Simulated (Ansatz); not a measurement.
# Bilayer T-PbI2 in a field along the normal: induced dipole (PBEsol)

A gate puts a field across bilayer T-PbI2. How large is the induced dipole, and what happens to the gap?

All values are computed: Ansatz 0.2.0, PBEsol, plane waves, no spin–orbit coupling; sawtooth field with a dipole correction, atoms held at their zero-field places, cell area 17.97 Å². The field is the one in the vacuum. Energy changes count from the zero-field run.

| field (V/Å) | dipole (e·Å) | energy change (meV) | gap on the path (eV) |
| --- | --- | --- | --- |
| 0.05 | 0.055 | -1.4 | 2.21 |
| 0.1 | 0.110 | -5.5 | 2.20 |
| 0.2 | ? | ? | ? |
| 0.3 | 0.331 | -49.6 | 2.08 |
| 0.4 | 0.441 | -88.1 | 1.98 |

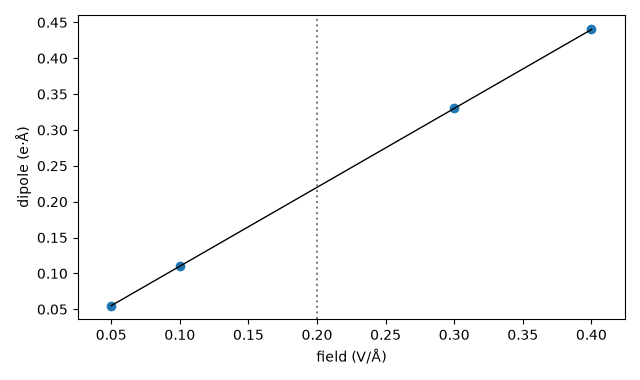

The shown rows (points), the fit (line) and the place of the withheld row (dotted).

**Fit.** A least-squares line through the shown values, as rounded, is dipole = 0.000 + 1.1 × field (V/Å); it misses them by 0.001 e·Å at most. The fit misses the rows by 0.000 e·Å on average, and their plain mean by 0.152 e·Å, so the fit does better. The slope is the electronic polarisability of the cell, α = 1.1 e·Å²/V. It also sets the energy, −αF²/2 for a sheet without a dipole of its own: -88.0 meV at 0.4 V/Å. From the weakest to the strongest field the gap on the path changes by -0.23 eV, since the field shifts the levels of one sheet against the other.

**The withheld row.** The prediction is 0.000 + 1.1 × (0.2) = 0.220 e·Å. The run gave dipole 0.220 e·Å, energy change -22.0 meV, gap on the path 2.15 eV. The miss in dipole is +0.000 e·Å, within the scatter of the fitted rows. The mean of the shown rows would have missed by -0.014 e·Å.

Ions don't move, so the lattice part of the screening is missing; semilocal functionals overestimate polarisabilities somewhat.
